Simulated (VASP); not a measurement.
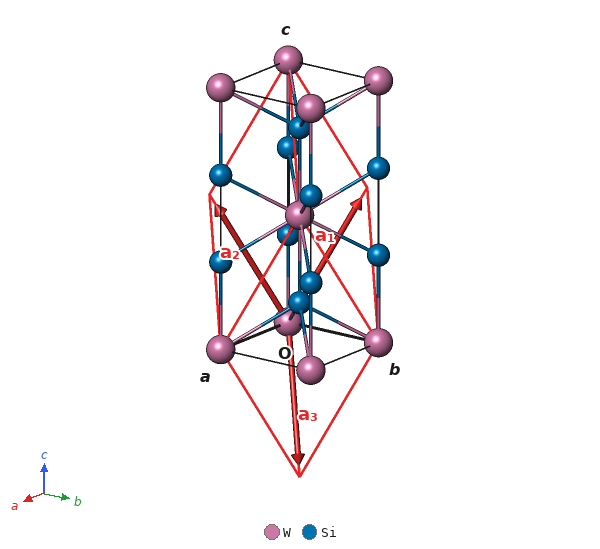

The conventional cell (thin) and a primitive cell (coloured, vectors a₁, a₂, a₃). Crystal: Si2W, the geometry relaxed with VASP Kohn-Sham DFT of a periodic cell, PBE with D3(BJ), VASP PAW PBE potentials, recommended (VASP). The drawing is computed from the coordinates (standard cell, symmetry found to 0.002 Å).

a = 3.194 Å, b = 3.194 Å, c = 7.797 Å, α = 90.00°, β = 90.00°, γ = 90.00°.

> What is the centring, and how are the primitive vectors built?

I, body-centred tetragonal, with lattice points at (0, 0, 0), (1/2, 1/2, 1/2). a₁ = −1/2 a + 1/2 b + 1/2 c; a₂ = 1/2 a − 1/2 b + 1/2 c; a₃ = 1/2 a + 1/2 b − 1/2 c.

> Give the primitive cell's size and content.

Edges 4.505, 4.505, 4.505 Å; angles 138.47°, 138.47°, 60.18°; volume 39.78 Å³, 1/2 of the conventional cell; 3 of its 6 atoms.
